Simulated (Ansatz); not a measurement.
System: ZnO, space group P6_3mc (No. 186).

The given structure:
```
Zn O
1.0
     3.24931    0.00000    0.00000
    -1.62465    2.81398    0.00000
     0.00000    0.00000    5.20571
Zn O
2 2
Direct
  0.66667 0.33333 0.00000
  0.33333 0.66667 0.50000
  0.33333 0.66667 0.87901
  0.66667 0.33333 0.37901
```

Method: all-electron LAPW DFT, no spin polarisation; energies at scaled volumes of the given cell, shape and fractions fixed, counted from the fit's minimum, third-order Birch-Murnaghan fit (Ansatz 0.2.0). Level: PBEsol.

k mesh 9×9×5; occupations Fermi–Dirac; smearing width 0.05 eV; potentials all electron LAPW, scalar relativistic; program settings basis error eV/atom 0.002.

Describe the result: the energy and pressure against volume. The volume takes the values 11.19, 11.42, 11.66, 11.90, 12.14, 12.38, 12.61 Å³/atom.

A third-order Birch–Murnaghan fit gives V0 = 11.77 Å³/atom, B0 = 145 GPa and B′ = 4.5. The energy is 14.56 meV/atom at volume 11.19 Å³/atom and 24.03 meV/atom at 12.61 Å³/atom; the lowest computed point is at volume 11.66 Å³/atom (0.48 meV/atom). The pressure falls from 8.33 GPa at volume 11.19 Å³/atom to −8.59 GPa at 12.61 Å³/atom, and changes sign near 11.78 Å³/atom.

| volume (Å³/atom) | energy (meV/atom) | pressure (GPa) |
| --- | --- | --- |
| 11.19 | 14.56 | 8.33 |
| 11.42 | 4.94 | 4.68 |
| 11.66 | 0.48 | 1.41 |
| 11.90 | 0.61 | −1.52 |
| 12.14 | 4.86 | −4.14 |
| 12.38 | 12.79 | −6.49 |
| 12.61 | 24.03 | −8.59 |

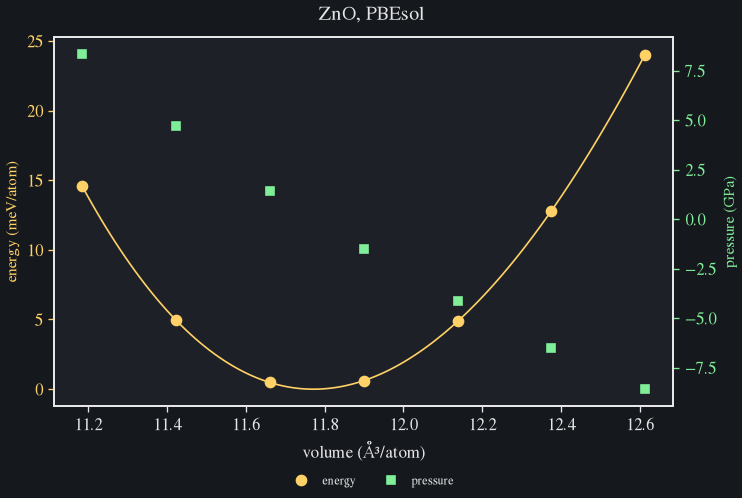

Keep in mind: shape and atomic fractions are frozen while scaling, which makes layered, chain and framework solids too stiff.
